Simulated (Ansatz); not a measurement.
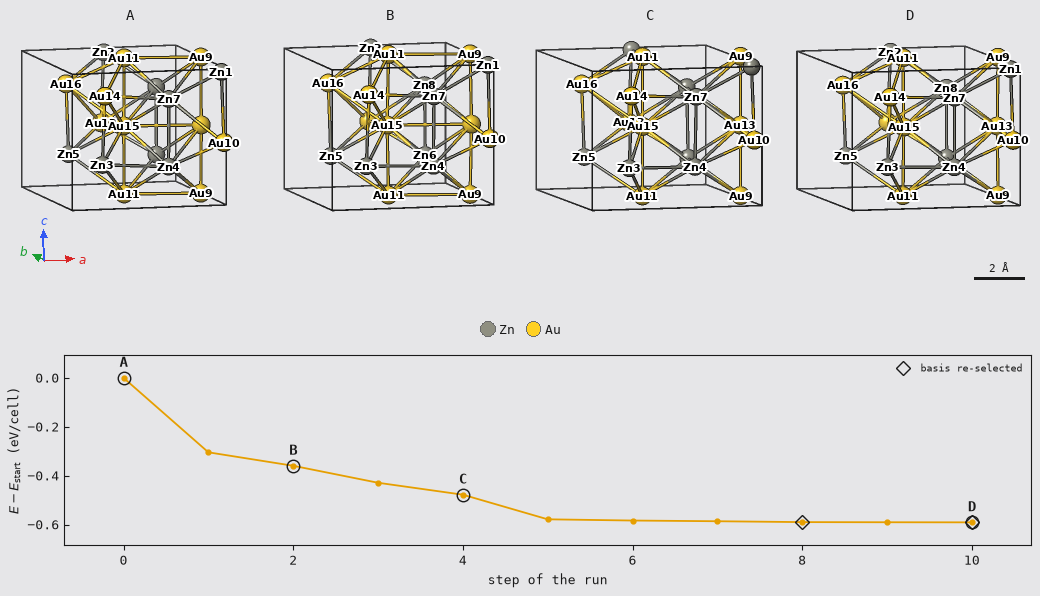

Frames of a relaxation of crystalline ZnAu (a generated structure, set up in P1) (coarse preliminary run), marked on the history of the run. A ball-and-stick model of the cell of the calculation, seen slightly off an axis.

Case: elements placed on the bcc lattice with unlike neighbours, relaxed further on a centred mesh.

Level of theory: DFT PBE, scalar-relativistic, plane waves, PAW (Ansatz).

Input file:
```yaml
crystal:
  lattice:
    - [6.3976866987, -0.0109509584, -0.0001463542]
    - [-0.0109509584, 7.522177136, 0.0001382422]
    - [-0.0001463542, 0.0001382422, 5.4964516379]
  atoms:
    - { symbol: Zn, position: [0.9783243478, 0.0338347692, 0.9723014857] }
    - { symbol: Zn, position: [0.5218326707, 0.9670309641, 0.972423403] }
    - { symbol: Zn, position: [0.2819852683, 0.264379191, 0.2773152959] }
    - { symbol: Zn, position: [0.7091899948, 0.2567013786, 0.2486833982] }
    - { symbol: Zn, position: [0.2182244999, 0.7364388168, 0.2772773446] }
    - { symbol: Zn, position: [0.7910020144, 0.7440620081, 0.2488032955] }
    - { symbol: Zn, position: [0.7096265689, 0.2541828266, 0.7459428706] }
    - { symbol: Zn, position: [0.7905348501, 0.7465599652, 0.7457952434] }
    - { symbol: Au, position: [0.9859863066, 0.4614842184, 0.0065730369] }
    - { symbol: Au, position: [0.9934937757, 0.0283165685, 0.4536712616] }
    - { symbol: Au, position: [0.5141883813, 0.5394241712, 0.0065395548] }
    - { symbol: Au, position: [0.5067706018, 0.9724661832, 0.453826394] }
    - { symbol: Au, position: [0.9899982241, 0.465090445, 0.5071349553] }
    - { symbol: Au, position: [0.2871921946, 0.2296870618, 0.7879866757] }
    - { symbol: Au, position: [0.510184694, 0.535606058, 0.5070850058] }
    - { symbol: Au, position: [0.2130245195, 0.7711846996, 0.7879733525] }
  symmetry: { detect: false }
basis:
  ecutwfc: 420
kpoints:
  mp_grid: { grid: [3, 3, 4] }
hamiltonian:
  xc: pbe
scf:
  occupations: { method: gaussian, width: 0.1 }
  lower_state_search: "off"
output:
  forces: true
  stress: true
  eigenvalues: true
relax:
  adjacent_minimum: "off"
  f_tol: 0.04
  max_steps: 25
  cell: { stress_tol: 0.3 }
```

Command:
```bash
ansatz run input.yaml --threads 4 --pin off --max-ram 9216MiB --backend cpu --events-out ev --progress --plain --runs-dir out
```

**Describe the path.**

The largest moves relative to the cell, 0.25 Å, are those of Zn3 and Zn5. Zn3 goes roughly along [0 −3 −1]. By element the largest moves are Zn 0.25 Å, Au 0.24 Å. The volume changes by −0.2 %, with a 6.398 → 6.890 Å (+7.7 %), b 7.522 → 6.917 Å (−8.0 %), c 5.496 → 5.568 Å (+1.3 %), γ 90.2° → 95.7°. Some distances before and after: Zn3–Zn5 3.991 → 3.152 Å, Zn4–Zn6 3.702 → 2.964 Å, Au9–Au11 3.077 → 3.807 Å, Zn7–Zn8 3.738 → 3.052 Å. The space group stays P2 (No. 3). The energy falls by 0.591 eV per cell of the calculation in 8 accepted moves (10 points after the start). The largest force component goes from 0.2 to 0.0054 eV/Å. The pressure goes from 0.57 to −0.01 GPa. The SCF was repeated twice at an unchanged geometry on a basis and grid sized afresh for the cell, which shifted the energy by 3.6 meV per cell of the calculation at most. The run took 8.6 min on 4 threads of Arm Neoverse V1 (shared host), peak memory 1.4 GiB. From step 0 to 2: Zn atoms move most (0.11 Å), volume −0.7 %, energy −0.360 eV per cell of the calculation. From step 2 to 4: Zn and Au atoms move most (0.24 Å), volume +0.9 %, energy −0.118 eV per cell of the calculation. From step 4 to 10: Au atoms move most (0.08 Å), volume −0.4 %, energy −0.113 eV per cell of the calculation.

| step | E − E(0), meV/atom | largest force component, eV/Å | pressure, GPa | volume, Å³/atom | note |
| --- | --- | --- | --- | --- | --- |
| 0 | 0.00 | 0.2030 | 0.57 | 16.532 |  |
| 1 | -19.03 | 0.1120 | 0.30 | 16.427 |  |
| 2 | -22.48 | 0.1715 | 0.20 | 16.420 |  |
| 3 | -26.82 | 0.0989 | 0.07 | 16.458 |  |
| 4 | -29.87 | 0.1919 | -0.39 | 16.562 |  |
| 5 | -36.17 | 0.0486 | 0.21 | 16.445 |  |
| 6 | -36.48 | 0.0191 | -0.34 | 16.541 |  |
| 7 | -36.66 | 0.0151 | 0.22 | 16.461 |  |
| 8 | -36.88 | 0.0151 | 0.25 | 16.461 | same geometry, new basis |
| 9 | -36.92 | 0.0054 | -0.01 | 16.502 |  |
| 10 | -36.94 | 0.0054 | -0.01 | 16.502 | same geometry, new basis |
